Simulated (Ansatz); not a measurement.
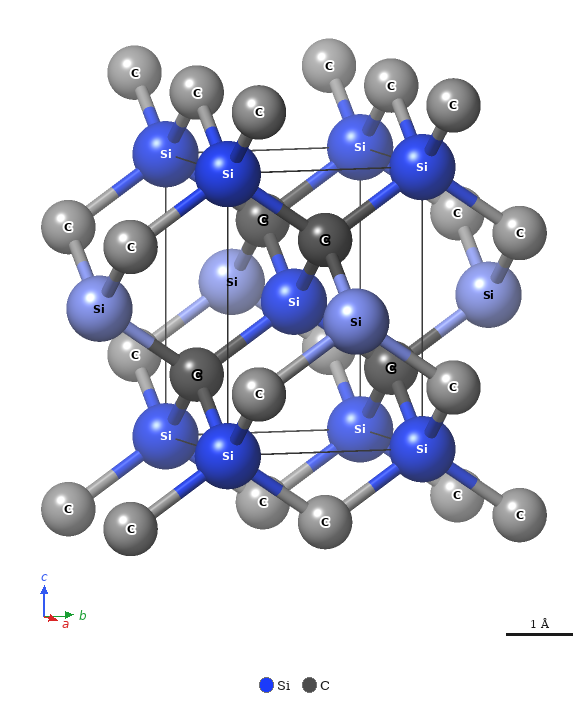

*The input geometry (ball-and-stick view of the cell 2 times as large as that of the calculation, set on its symmetry axes, seen slightly off an axis; neighbours outside the cell are drawn fainter).*

Near neighbours in the crystal (not all of them lie inside the picture): Si has 4 C at 1.87 to 1.90 Å; C has 4 Si at 1.87 to 1.90 Å.

**Band-structure calculation of SiC**

- system: SiC (2 atoms in the cell)
- method: DFT, r2SCAN, plane waves, PAW, no spin polarisation (Ansatz 0.2.0)

The structure was built on a prototype by a generator. The geometry comes from this level: r2SCAN (a point of a series of strains). It belongs to a series of runs on one base structure; here: shear_xy strain +4.5%.

The input:
```yaml
crystal:
  lattice:
    - [0.0492239831, 2.1780523476, 2.1780523476]
    - [2.1780523476, 0.0492239831, 2.1780523476]
    - [2.2272763307, 2.2272763307, 0.0]
  atoms:
    - { symbol: Si, position: [0.0020113999, 0.0020113999, -0.0020113999] }
    - { symbol: C, position: [0.2479886001, 0.2479886001, 0.2520113999] }
kpoints:
  mp_grid: { grid: [10, 10, 10] }
  band_path:
    path:
      - [0.0, 0.0, 0.0]
      - [-0.5, -0.5, 0.0]
      - [-0.375, -0.375, 0.25]
      - [-0.375, 0.0, 0.375]
      - [0.0, 0.0, 0.5]
      - [-0.5, -0.25, 0.25]
    npoints: 1
hamiltonian:
  xc: r2scan
scf:
  occupations: { method: fixed }
  n_extra_bands: 4
output:
  forces: true
  stress: true
  eigenvalues: true
```

Hardware: 4 threads of an Arm (aarch64) CPU, shared host.

Output:
```
scf.n_extra_bands = 4 over 4 filled bands (N_el = 8.0): the run solves 8 bands
Engine: ansatz 0.2.0, aarch64-unknown-linux-gnu
Pseudopotentials: kind: paw
Pseudopotential: Si, paw, valence charge 4, recommended cutoff 500 eV (meta_gga), Si.paw.azcp
Pseudopotential: C, paw, valence charge 4, recommended cutoff 500 eV (meta_gga), C.paw.azcp
Functional definition: r2SCAN
  parameter k0 = 0.174
  parameter k1 = 0.065
  parameter a1 = 4.9479
  exchange = r2scan_x(k0 = k0, k1 = k1, a1 = a1)
  correlation = r2scan_c
Crystal: 2 atoms, lattice volume = 20.654 Å³
Basis set: ecut = 500 eV, 531 PW (Γ), exchange–correlation on 96×96×96 points (64 copies of the dense FFT grid, shifted against one another)
Bands: 8, of which v1, the nominal top of the filled ones, is band 4 counted from 1 (3 counted from 0)
Symmetry: 4 space group operations
Space group: Imm2 (ITA 44), of the structure as read, at distance tolerance 2.7e-5 Å
k-points: 171 of 1000 (time reversal used)
Non-local potential: Si, projectors of the file, l = 0: 2, l = 1: 2, l = 2: 2
Non-local potential: C, projectors of the file, l = 0: 2, l = 1: 2, l = 2: 1
PAW form: soft (Blöchl's): semilocal exchange-correlation on the pseudo side does not see the compensation charge
PAW frozen core: Si, regenerated for the run's functional (the file was generated under x = pbe(κ = 0.804, μ = 0.2195149727645171), c = pbe(β = 0.06672455060314922))
PAW frozen core: C, regenerated for the run's functional (the file was generated under x = pbe(κ = 0.804, μ = 0.2195149727645171), c = pbe(β = 0.06672455060314922))
PAW one-centre angular grid: Si, 302 points (default); XC on 160 Gauss nodes
PAW one-centre angular grid: C, 302 points (default); XC on 239 of its mesh's 2573 points in the sphere
Initial density: superposition of atomic densities (neutral atoms: chi_scale 0, normalization atom), corrected by the library's trained network
Initial wavefunctions: pseudopotential atomic-orbital guess
Functional: x = r2scan, c = r2scan; τ floored in thin density (d = 2e-4 eV/Å³)
SCF iter   1: F=—  HF=-891.255000 eV  |F-HF|=—  |Δ(HF+E_count)|=         —  Δρ=5.90e-3  dr2=4.90e-3  dr2_τ=1.95e-1  ethr=1.77e-3  ⟨swp⟩=5.0  Hψ=9731  notcnv=0  defer=318
preconditioner: auto → none  [insulator: Δε(μ)=1.328 eV  Ē_g=15.003 eV  n_scr=0 (ndim 8)  ℏωp=23.1 eV  f_vac=0.000  ε∞_Penn≈3.4]
SCF iter   2: F=—  HF=-891.299448 eV  |F-HF|=—  |Δ(HF+E_count)|=   4.44e-2  Δρ=4.01e-3  dr2=1.79e-3  dr2_τ=3.56e-5  ethr=6.13e-5  ⟨swp⟩=2.0  Hψ=3767  notcnv=0  defer=340
SCF iter   3: F=—  HF=-891.299423 eV  |F-HF|=—  |Δ(HF+E_count)|=   2.49e-5  Δρ=9.88e-4  dr2=1.63e-4  dr2_τ=5.60e-6  ethr=2.23e-5  ⟨swp⟩=2.7  Hψ=2347  notcnv=0  defer=342
SCF iter   4: F=—  HF=-891.299449 eV  |F-HF|=—  |Δ(HF+E_count)|=   2.63e-5  Δρ=9.71e-5  dr2=1.45e-6  dr2_τ=3.45e-7  ethr=2.04e-6  ⟨swp⟩=2.4  Hψ=2332  notcnv=0  defer=342
SCF iter   5: F=—  HF=-891.299451 eV  |F-HF|=—  |Δ(HF+E_count)|=   1.26e-6  Δρ=5.69e-5  dr2=5.94e-7  dr2_τ=2.40e-8  ethr=1.82e-8  ⟨swp⟩=2.0  Hψ=2021  notcnv=0
SCF iter   6: F=—  HF=-891.299451 eV  |F-HF|=—  |Δ(HF+E_count)|=   4.30e-8  Δρ=2.64e-5  dr2=1.24e-7  dr2_τ=8.40e-10  ethr=7.43e-9  ⟨swp⟩=2.0  Hψ=1892  notcnv=0
SCF iter   7: F=-891.299451 eV  HF=-891.299451 eV  |F-HF|=1.41e-9  |Δ(HF+E_count)|=   2.45e-9  Δρ=6.18e-6  dr2=6.81e-9  dr2_τ=4.83e-11  ethr=1.25e-9  ⟨swp⟩=5.8  Hψ=6816  notcnv=0
SCF 1 converged in 7 iterations: F = -891.299451 eV  dr2 = 6.81e-9
  greatest PAW one-centre occupation: 0.659 electrons in one spin orbital (limit 2), on the C atom at site 1 (counted from 0), in its partial waves of l = 0
NSCF: frozen V_eff on 6 k-points
SCF converged after 7 iterations
Free energy (F): -891.299451 eV
Harris-Foulkes:  -891.299451 eV  (|F-HF|=1.41e-9)
Internal energy: -891.299451 eV  (E = F + TS)
E sigma→0 (E₀):  -891.299451 eV
Fermi energy:    9.618459 eV
--- Per-component energies (eV) ---
  E_band       = 25.655020
  E_kinetic    = 136.088047
  E_local      = -103.557102  (includes V_loc(G=0)·N_el)
  E_nonlocal   = 50.391643
  E_hartree    = 32.479627
  E_xc         = -101.367698
  E_vxc        = -118.651919  (∫ρ·V_xc dr)
  E_paw        = -620.296209  (= ΣΔE_a)
  E_vpaw       = -9.145838  (= ΣTr[D̂ρ^β])
  E_aug_tail   = 0.000008  (compensation charges beyond the density's cutoff)
  E_vtau       = 5.570355  (kinetic-family band-sum trace: ∫τ·v_τ [+ j·A + Jᵃ·Aᵃ] dr)
  E_ewald      = -284.936561
  E_core_change = -0.101207  (= ΣΔE_core)
  E_smearing   = -0.000000  (= −TS)
  E_closure    = 0.000000  (closes the sum)
  Σ components = -891.299451   (vs F -891.299451, Δ=0.00e0)
--- Forces (eV/Å), atoms counted from 1 ---
  atom   1  Si    -0.00000000    -0.00000000     0.00062074
  atom   2  C      0.00000000     0.00000000    -0.00061201
  max |Σ_I F_I| component: 8.73e-6 eV/Å
--- Stress (GPa, compression-positive) ---
        0.530738     -11.825916       0.000000
      -11.825916       0.530738       0.000000
       -0.000000       0.000000       0.022872
  P = ⅓ Tr σ = 0.3614 GPa (3.614 kbar)
--- Band table (eV; the first three rows and the last of 171) ---
  k-point 0: bands = ["-6.8118", "9.1771", "9.3690", "9.6185", "15.8145", "16.7528", "17.6608", "17.7696"]
  k-point 1: bands = ["-6.6159", "8.1451", "9.1899", "9.4840", "16.3319", "17.1062", "17.7591", "17.9929"]
  k-point 2: bands = ["-6.0386", "5.9178", "8.9089", "9.1702", "16.3264", "17.7325", "18.2889", "18.7806"]
  k-point 170: bands = ["-1.7241", "1.3232", "5.6559", "6.4739", "10.9967", "14.3399", "24.4551", "24.5979"]
```

File bands.tsv:
```
# k_distance	band_0	band_1	band_2	band_3	band_4	band_5	band_6	band_7
# fermi_ev = 9.618459
# lock_threshold_ev = 1e-6
# [0, 0, 0] at k_distance = 0.000000
# [-0.5, -0.5, 0] at k_distance = 1.442386
# [-0.375, -0.375, 0.25] at k_distance = 1.941076
# [-0.375, 0, 0.375] at k_distance = 2.838132
# [0, 0, 0.5] at k_distance = 3.735189
# [-0.5, -0.25, 0.25] at k_distance = 4.755501
# levels_relative_to = fermi_ev
# free_energy_ev = -891.299451
# largest_residual_norms_ev = 3.799e-4 5.300e-4 8.185e-4 5.339e-4 5.087e-4 6.006e-4 1.416e-3 1.432e-3
0.000000	-16.430234	-0.441399	-0.249447	0.000000	6.196035	7.134314	8.042369	8.151165
1.442386	-11.342511	-8.295215	-3.962579	-3.144557	1.378244	4.721466	14.836677	14.979453
1.941076	-11.469664	-7.790127	-6.061596	-2.574416	3.661903	7.690085	12.594080	13.293307
2.838132	-11.338885	-7.726572	-5.958306	-2.942766	3.300360	8.178500	12.293084	13.017967
3.735189	-12.959840	-9.137245	-1.263676	-1.094966	6.058785	7.562714	7.938898	10.823592
4.755501	-11.124074	-7.462648	-5.422486	-5.029929	5.436437	9.412134	10.123174	10.695746
```

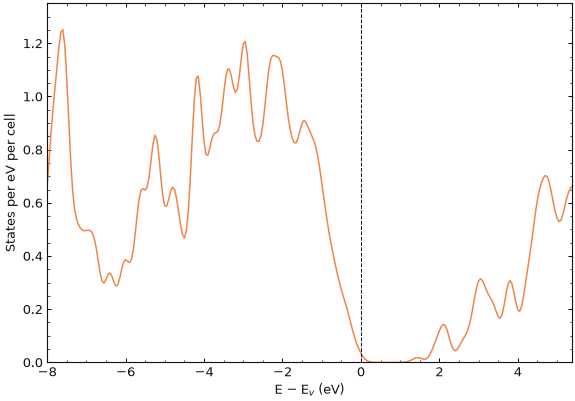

*Density of states (the curve is built from the levels of the k mesh with Gaussians 0.3 eV wide, which also blur the band edges), with energies from the valence-band top.*

There is a gap of 1.38 eV on the k-point mesh. Small ripples come from the finite k-point mesh.

Summary:

| quantity | value |
| --- | --- |
| outcome | converged |
| space group (tolerance 0.01 Å) | Imm2 (44) |
| electrons treated | 8 |
| free energy | −891.2995 eV |
| Fermi energy | 9.618 eV |
| gap on the k-point mesh | 1.38 eV |
| pressure | 0.36 GPa |
| largest force (length of the vector) | 0.001 eV/Å |
| wall time | 3 s (CPU time 10 s) |
| peak memory | 0.39 GiB |
